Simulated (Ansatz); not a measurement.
**TiAl$_{3}$: density, localisation and related maps**

```cif
data_structure
_symmetry_space_group_name_H-M 'P 1'
_symmetry_Int_Tables_number 1
_cell_length_a 2.8585
_cell_length_b 4.7123
_cell_length_c 4.9332
_cell_angle_alpha 90.000
_cell_angle_beta 90.000
_cell_angle_gamma 90.000
_cell_volume 66.45
loop_
_atom_site_label
_atom_site_type_symbol
_atom_site_fract_x
_atom_site_fract_y
_atom_site_fract_z
_atom_site_occupancy
Ti1 Ti 0.00000 0.50000 0.16592 1
Al1 Al 0.00000 0.00000 0.83590 1
Al2 Al 0.50000 0.00000 0.33091 1
Al3 Al 0.50000 0.50000 0.66727 1
```

Space group Pmm2; a structure from a database of computed crystals, not necessarily the ambient phase; computed pressure about −4 GPa in this cell.

Level of theory: Kohn-Sham DFT of a periodic cell, PBEsol, Ansatz PAW in Ansatz 0.2.0.

Core electrons are frozen (PAW), and the valence fields are smoothed inside the atomic spheres.

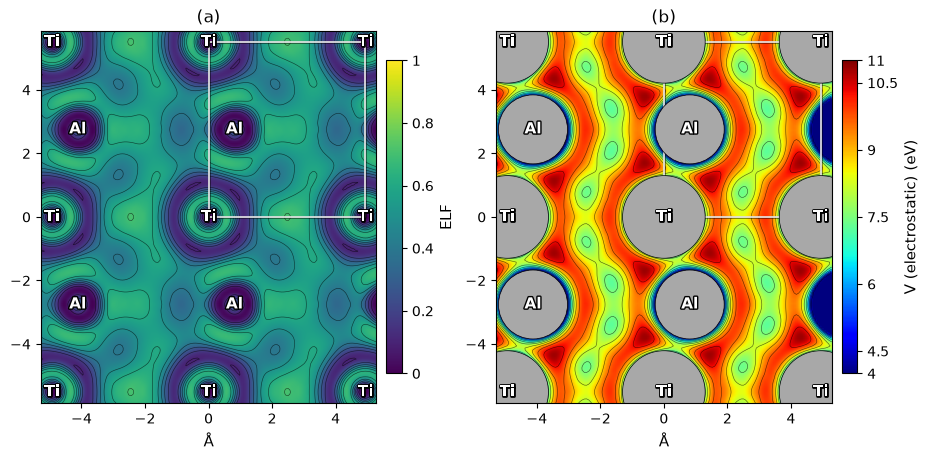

Figure 1. (a) ELF; (b) electrostatic potential (local pseudopotential plus Hartree) felt by an electron on the (110) plane of the conventional cell. Grey discs cover the atomic cores in the potential map.

What do the fields say about this system?

Answer.
- The plane passes through Ti and Al nuclei.
- Ti–Al (2.87 Å): the ELF is about 0.40 at the midpoint.
- The features right at Ti lie inside the PAW spheres, where the map follows smoothed inner orbitals and isn't to be read closely.
- Outside the cores the potential energy rises away from the atoms and is highest about 1.6 Å from the nearest atoms; its zero is arbitrary.

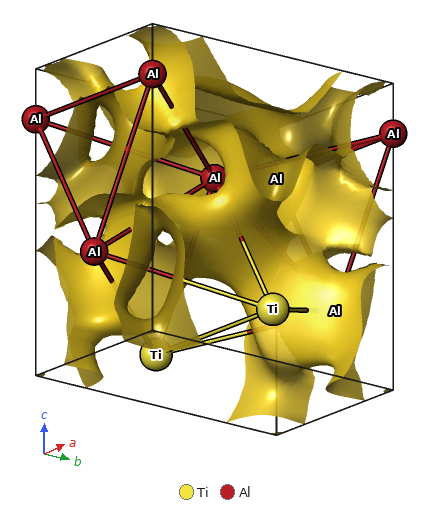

Figure 2. Isosurface of the electron localisation function at 0.55 (yellow), seen at an oblique angle. Only the valence region is drawn (cores and ρ < 0.01 e/Å³ removed). Sticks mark near contacts.

Where are the electrons localised?

Answer. At this value the surface marks out one network that runs through the whole crystal, counted in one cell of 4 atoms. Regions shared between cells count once. Along the contacts the grid gives the following. Al–Al (2.83 Å): the ELF peaks at about 0.60 between the atoms. Ti–Al (2.85 Å): the ELF is about 0.40 at the midpoint.

Metal or insulator at this level of theory?

Answer. It is metallic or semimetallic at this level of theory: no gap opens.
